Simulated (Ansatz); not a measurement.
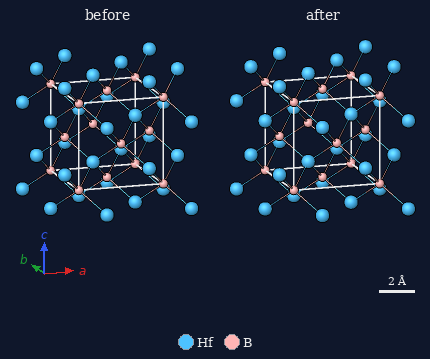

The structure of solid HfB (a generated structure, set up in F-43m) before (left) and after (right) a relaxation, at one scale.

A ball-and-stick model of the conventional cell (4 times the calculation's cell), seen slightly off an axis. Lengths and directions refer to the drawn axes.

Case: Ti → Hf on all its sites, cell and atoms relaxed.

Computed with DFT PBE, scalar-relativistic, plane waves, PAW in Ansatz 0.2.0.

Input
```yaml
crystal:
  lattice:
    - [0.0, 2.5805299664, 2.5805299664]
    - [2.5805299664, 0.0, 2.5805299664]
    - [2.5805299664, 2.5805299664, 0.0]
  atoms:
    - { symbol: Hf, position: [0.75, 0.75, 0.75] }
    - { symbol: B, position: [0.0, 0.0, 0.0] }
basis:
  ecutwfc: 420
kpoints:
  mp_grid: { grid: [14, 14, 14] }
hamiltonian:
  xc: pbe
scf:
  occupations: { method: gaussian, width: 0.1 }
output:
  forces: true
  stress: true
  eigenvalues: true
relax:
  adjacent_minimum: "off"
  f_tol: 0.01
  max_steps: 60
  cell: { stress_tol: 0.1 }
```

> Summarise the run.

The energy falls by 27.0 meV per cell of the calculation in 2 accepted moves (3 points after the start). All forces vanish by symmetry, so only the cell relaxes. Pressure: 5.34 GPa at the start and −0.03 GPa at the end. At 1 point the geometry stayed and the basis and grid were re-selected for the new cell (energy shift of 1.2 meV per cell of the calculation at most each time). No atom moves by more than 0.005 Å relative to the cell. The drawn cell changes as follows: a = b = c 5.161 → 5.244 Å (+1.6 %); the volume changes by +4.9 %. Among the contacts that change: Hf1–B2 2.235 → 2.271 Å. The space group stays F-43m (No. 216). The run took roughly 24 core-seconds on a shared host.
